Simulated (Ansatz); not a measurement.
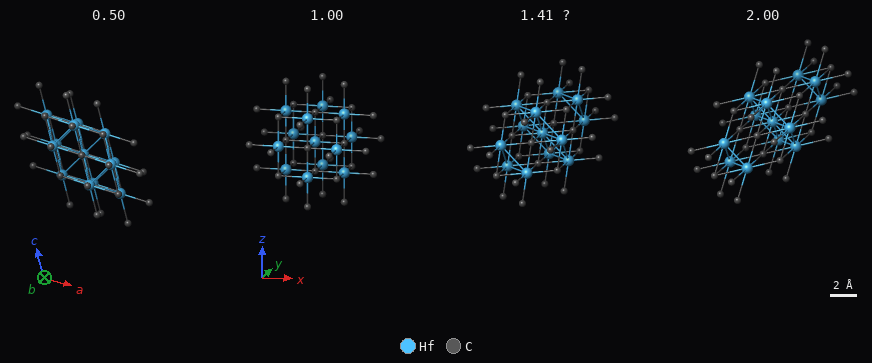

Crystalline HfC (Fm-3m): the ratio of the cell's length along [111] to its lengths across, counted as 1 for the reference, is changed at fixed volume (a trigonal path), with the atoms kept at their fractional coordinates. x, y and z are the Cartesian axes of the input. A ball-and-stick model of the conventional cell (4 times the calculation's cell), seen slightly off an axis. Lengths and directions refer to the drawn axes.

Method: DFT PBE, scalar-relativistic, plane waves, PAW in Ansatz 0.2.0. Set-up: plane-wave cutoff 420 eV; k-point mesh 20 × 20 × 20; occupations gaussian; smearing width 0.15 eV; no spin polarisation. Energies (free energies at the smearing named) are counted from the cell as listed in its source, which wasn't relaxed.

| axial ratio over its reference value | energy change (meV/atom) |
| --- | --- |
| 0.50 | 1361 |
| 0.60 | 1077 |
| 0.71 | 668 |
| 0.85 | 201 |
| 0.93 | 44 |
| 1.00 | 0 |
| 1.08 | 56 |
| 1.20 | 324 |
| 1.41 | ? |
| 1.70 | 2080 |
| 2.00 | 2837 |

Estimate the missing energy from the other rows, and compare with the calculation.

Answer. A straight line between the two neighbours gives 1062 meV/atom. A cubic through the four nearest rows (1.08, 1.20, 1.70, 2.00) gives, with Lagrange weights, (−0.5249)(56) + (1.1763)(324) + (0.4396)(2080) + (−0.0910)(2837) = 1008 meV/atom. The calculation gives 1103 meV/atom, so the cubic is 95 meV/atom too low and the straight line 41 meV/atom too low, as the curve bends downwards here.

The whole profile:

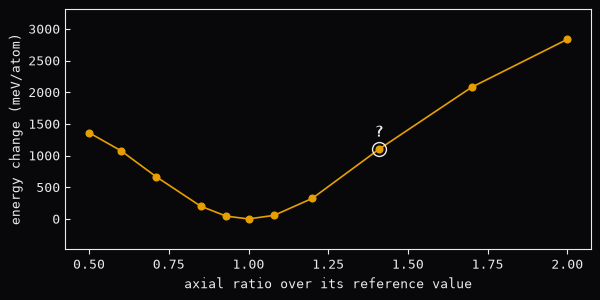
